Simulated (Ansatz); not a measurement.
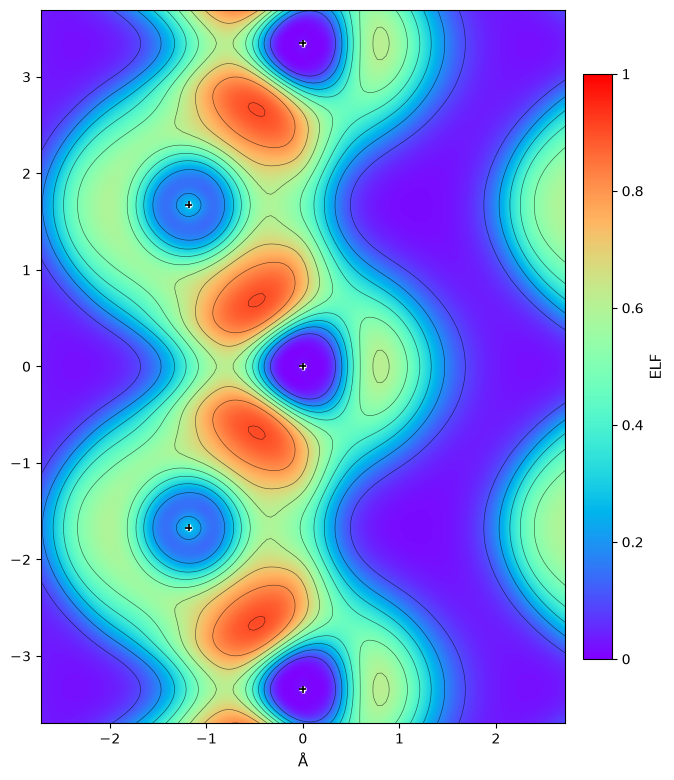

The ELF on a plane through atoms (crosses mark nuclei in the plane).

These are results of Ansatz 0.2.0, DFT LDA, scalar-relativistic, plane waves, PAW, not measurements.

Candidates:
A. AlAs, a = 5.63 Å, b = 5.63 Å, c = 5.63 Å, α = 90.00°, β = 90.00°, γ = 90.00°. Space group F-43m.
B. BAs, a = 4.73 Å, b = 4.73 Å, c = 4.73 Å, α = 90.00°, β = 90.00°, γ = 90.00°. Space group F-43m.

Which system is this?

Candidate B: BAs on the (101) plane of the conventional cell, which holds B and As. B–As (2.05 Å): the ELF peaks at about 0.90 between the atoms; a covalent bond.
